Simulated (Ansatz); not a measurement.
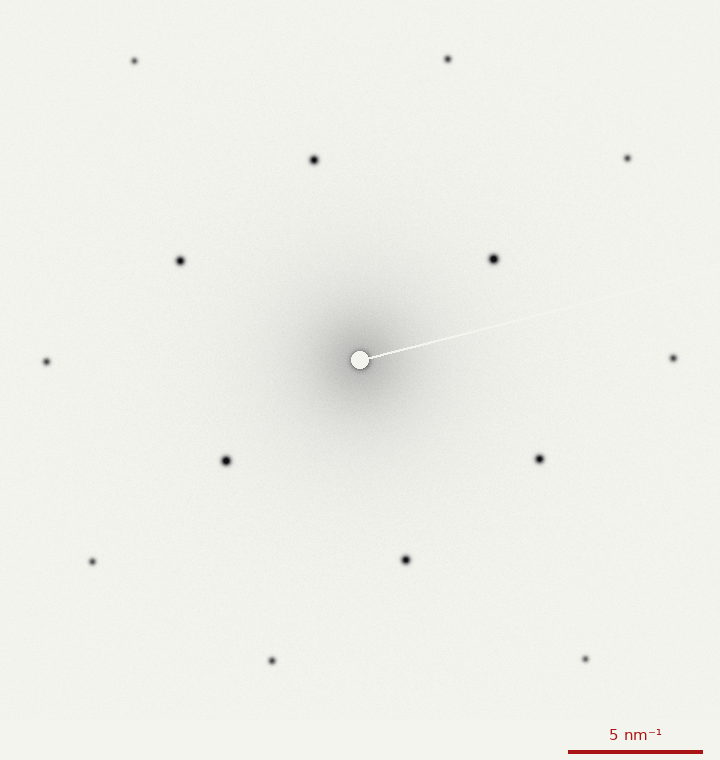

Kinematic zone-axis pattern, calculated for 80 keV electrons with B = 0.5 Å².

Phase: W, space group Im-3m (No. 229), a = 3.184 Å. Structure: the geometry relaxed with DFT PBE, scalar-relativistic, plane waves, PAW (Ansatz); the starting structure was generated, so it need not be a known form of this composition.

```
atom  site  symmetry       x       y       z
   W    2a      m-3m  0.0000  0.0000  0.0000
```

Measure the pattern against the scale bar and name the zone.

The spots form a centred rectangular net whose two shortest vectors correspond to d = 1.59 Å and 1.30 Å, 65.9° apart. They index as 0 0 2 and 1 -2 1, so the zone axis is [210] (or an equivalent direction of <210>).

List the strongest reflections.

Strongest reflections with d > 0.80 Å, one of each family (|F|² from tabulated Gaussian fits of the electron scattering factors, times a small damping for the curvature of the Ewald sphere):

```
   hkl  d (Å)  I (strongest = 100)
 0 0 2  1.592                  100
1 -2 1  1.300                   64
1 -2 3  0.851                   19
```
